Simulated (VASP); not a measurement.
Si2Ni, space group Fm-3m (No. 225), a = 5.349 Å, b = 5.349 Å, c = 5.349 Å, α = 90.00°, β = 90.00°, γ = 90.00°

```tsv
site	Wyckoff	x	y	z
Ni	4a	0.0000	0.0000	0.0000
Si	8c	0.2500	0.2500	0.7500
```

Origin: the end point of a relaxation with VASP Kohn-Sham DFT of a periodic cell, LDA, VASP PAW LDA potentials, recommended in VASP.

> Describe the coordination of Ni.

NiSi8: an essentially ideal cube (coordination number 8, S = 0.00; next best hexagonal bipyramid, S = 8.4). Bonds: 8 × Ni–Si 2.32 Å. The next neighbour, not counted, lies at 3.78 Å.

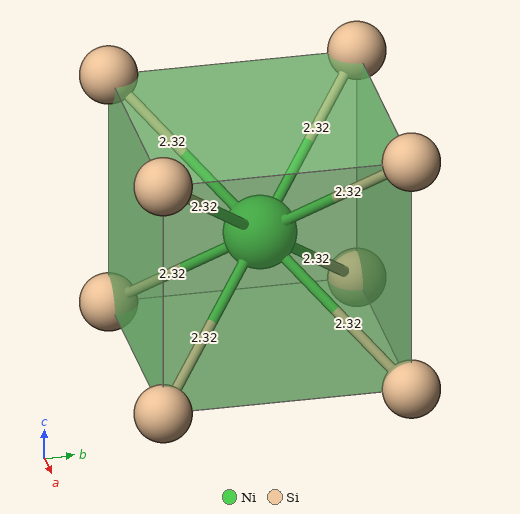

The polyhedron about Ni. The shape measure S (0 to 100) is the computed least-squares distance from an ideal polyhedron; S = 0 means ideal.
